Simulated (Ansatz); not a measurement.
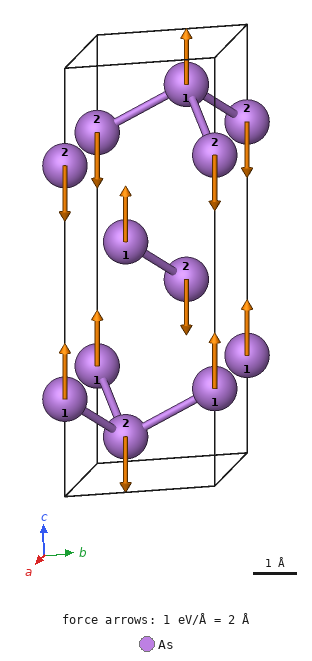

A changed version of crystalline As (set up in R-3m), with the computed forces as orange arrows. Besides, all lengths are scaled by −2.0 % (volume −5.9 %). A ball-and-stick model of the conventional cell (3 times the calculation's cell), seen slightly off an axis. Lengths and directions refer to the drawn axes.

All numbers below come from DFT, PBE, PAW with Ansatz's default frozen-core files, scalar-relativistic (Ansatz). Set-up: plane-wave cutoff 420 eV; k-point mesh 13 × 13 × 13; occupations fermi dirac; smearing width 0.05 eV; no spin polarisation.

How do the forces relate to the distortion?

The atoms keep their fractional coordinates. No relaxation follows. Among the bonded contacts that change: As–As 2.516 → 2.465 Å. The space group stays R-3m (No. 166). The energy rises by 50.5 meV per atom. Pressure: 3.6 GPa before, 9.4 GPa after. The principal stresses (compression positive) are 7.6 GPa along c and 10.3 GPa across it. The largest forces, 0.68 eV/Å, act on As1 and As2; on As1 it points along +c.
